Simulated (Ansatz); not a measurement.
Al₃Cu

```
Al Cu
1.0
     2.77378    0.00000    0.00000
     0.00000    2.77378    0.00000
     0.00000    0.00000    7.59186
Al Cu
3 1
Direct
  0.00000 0.00000 0.50000
  0.50000 0.50000 0.22264
  0.50000 0.50000 0.77736
  0.00000 0.00000 0.01317
```

Space group P4mm; a structure from a database of computed crystals, not necessarily the ambient phase; changed on purpose from its base cell (atom 4 (Cu) moved +0.100 A along Cartesian [0 0 1]); not relaxed (largest force 0.6 eV/Å); computed without spin polarisation.

Level of theory: DFT r2SCAN, scalar-relativistic, plane waves, PAW (Ansatz).

The density is the valence pseudo-density of a PAW calculation; it isn't the true density close to the nuclei.

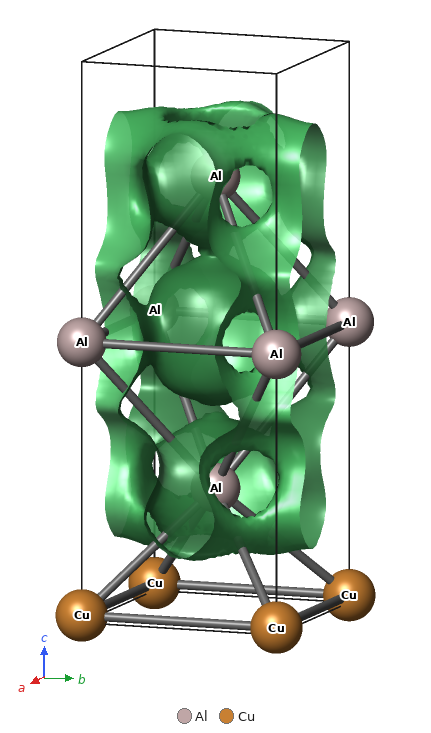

Figure 1. Isosurface of the ELF at 0.55 (green), seen slightly off an axis. Only the valence region is drawn (cores and ρ < 0.01 e/Å³ removed). Sticks mark near contacts.

Describe the localisation domains.

The surface consists of sheets that run through the cell in two directions, counted in one cell of 4 atoms. Any copies at cell faces, edges or corners count once. Profiles from the grid: Al–Cu (2.53 Å): the ELF is about 0.45 at the midpoint. Al–Al (2.77 Å): the ELF peaks at about 0.65 between the atoms.

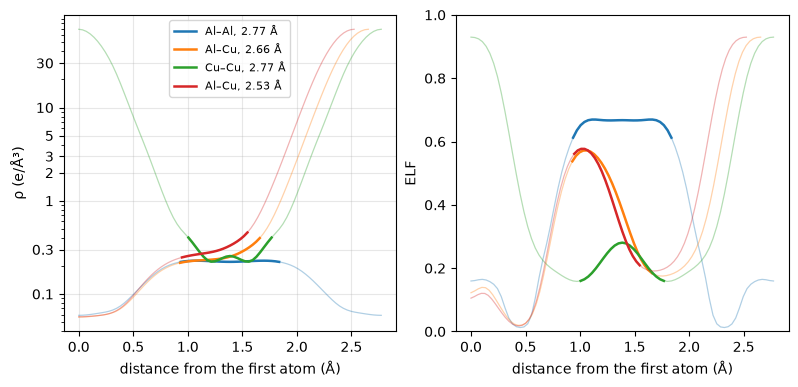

Figure 2. Valence electron density and ELF along straight lines between neighbouring atoms. Thin, pale parts lie inside the atomic spheres.

What can be read from the curves?

Al–Al (2.77 Å): ρ is about 0.22 e/Å³ halfway; the ELF peaks at about 0.65 between the atoms.
Al–Cu (2.66 Å): ρ is about 0.24 e/Å³ halfway; the ELF is about 0.45 at the midpoint.
Cu–Cu (2.77 Å): ρ is about 0.26 e/Å³ halfway; the ELF is about 0.30 at the midpoint; no localised pair shows between them.
Al–Cu (2.53 Å): the density is about 0.29 e/Å³ at the midpoint; the ELF is about 0.45 at the midpoint.

Metal or insulator at this level of theory?

It is metallic or semimetallic at this level of theory: no gap opens.
